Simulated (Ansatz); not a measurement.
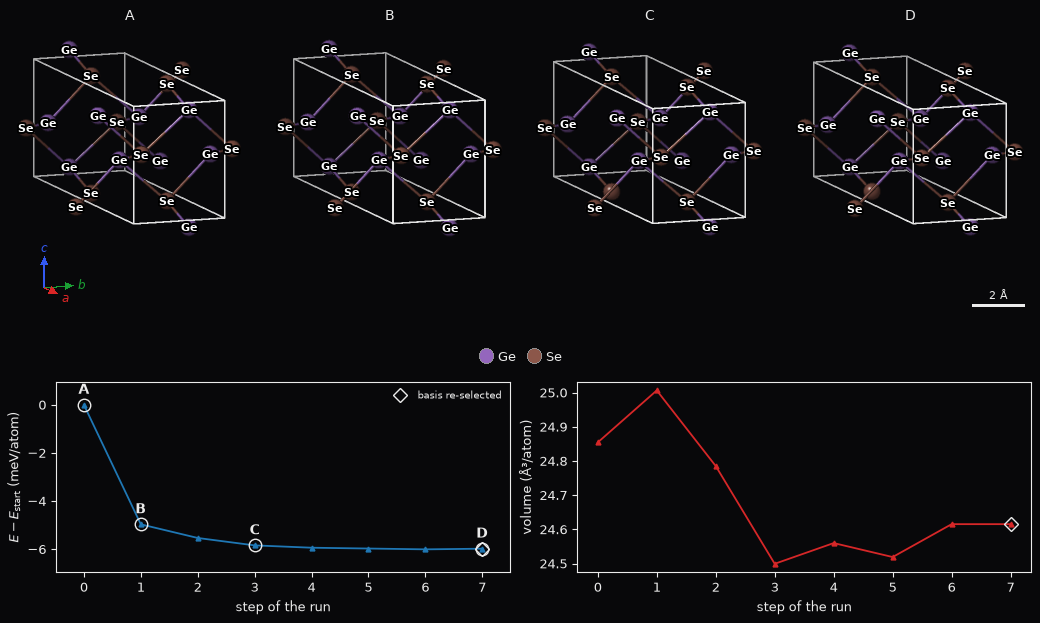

Frames of a relaxation of a crystal of GeSe (set up in Pnma), marked on the history of the run. Style: ball-and-stick. Shown: the cell of the calculation, slightly off an axis.

All numbers below come from Ansatz 0.2.0, DFT PBE, scalar-relativistic, plane waves, PAW. Settings: plane-wave cutoff 420 eV; k-point mesh 4 × 8 × 6; occupations gaussian; smearing width 0.02 eV; no spin polarisation; cell and atoms relaxed; force threshold 0.005 eV/Å; at most 80 steps.

Q: Describe the path.

A: The energy falls by 6.0 meV per atom in 6 accepted moves (7 points after the start). The largest force component goes from 0.22 to 0.0029 eV/Å. Pressure: 1.44 GPa at the start and −0.03 GPa at the end. The SCF was repeated once at an unchanged geometry on a basis and grid sized afresh for the cell, which shifted the energy by less than 0.05 meV per atom at most. The largest moves relative to the cell, 0.082 Å, are those of Se atoms. By element the largest moves are Se 0.082 Å, Ge 0.028 Å. Cell: a 11.256 → 11.194 Å (−0.5 %), b 3.787 → 3.880 Å (+2.4 %), c 4.664 → 4.534 Å (−2.8 %). Volume −1.0 %. Some distances before and after: Ge–Se 2.560 → 2.605 Å, Ge–Se 2.556 → 2.587 Å. The space group stays Pnma (No. 62). From step 0 to 1: Se atoms move most (0.06 Å), volume +0.6 %, energy −5.0 meV per atom. From step 1 to 3: Ge atoms move most (0.02 Å), volume −2.0 %, energy −0.9 meV per atom. From step 3 to 7: Ge atoms move most (0.02 Å), volume +0.5 %, energy −0.1 meV per atom.

```tsv
step	E − E(0), meV/atom	largest force component, eV/Å	pressure, GPa	volume, Å³/atom	note
0	0.00	0.2170	1.44	24.854	
1	-4.97	0.0320	-0.24	25.007	
2	-5.53	0.0133	-0.05	24.785	
3	-5.84	0.0283	0.11	24.499	
4	-5.94	0.0202	0.05	24.560	
5	-5.97	0.0146	0.03	24.519	
6	-6.01	0.0029	-0.03	24.615	
7	-5.98	0.0029	-0.03	24.615	same geometry, new basis
```

Limits of the set-up: layers or molecules are held without a dispersion correction, so their spacing is unreliable.
